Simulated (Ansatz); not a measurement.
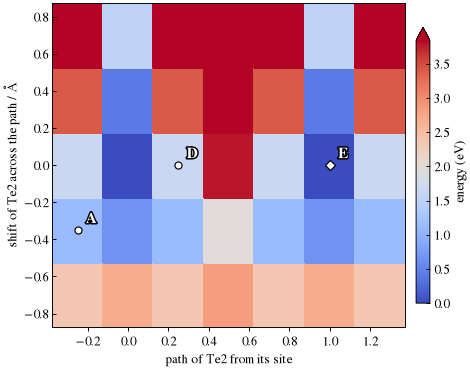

Te₂Mo (P-6m2 phase) with one Te vacancy (11 atoms in the cell, cell charge +2). An atom moved over a plane that holds its own site and a neighbouring vacancy (x along [0 −1 0], y along [−2 −1 0], z along [0 0 −1] of the conventional cell). Coordinates scanned: (1) path of Te2 from its site (0) to the vacancy (1), 3.495 Å; (2) shift of Te2 across the path, along the Cartesian direction [1 2 0]. Nothing is relaxed (all other atoms held at the sites of the perfect crystal). The scan uses a 7 × 5 grid; 15 points were computed and 20 follow by symmetry. Points are written as (first, second). Energies: eV per cell, counted from the lowest grid point. The cell is charged on a uniform background, without a charge correction. Theory: DFT PBE+D3(BJ), scalar-relativistic, plane waves, PAW in Ansatz 0.2.0. Settings: cutoff 420 eV, k-mesh 6×6×4, gaussian smearing 0.05 eV, no spin polarisation.

The picture shows one coloured cell a grid point, one colour for all values above the top of the scale, lettered points.

Is D the lowest point of the computed grid?

No. D lies 1.64 eV above the lowest grid point, which is at (0.00, 0.00 Å) [nearest 3 Mo at 2.72 Å].

Rank the lettered points by energy, lowest first.

E (0.00 eV), A (1.10 eV), D (1.64 eV).

PAW datasets: the set soft_1.
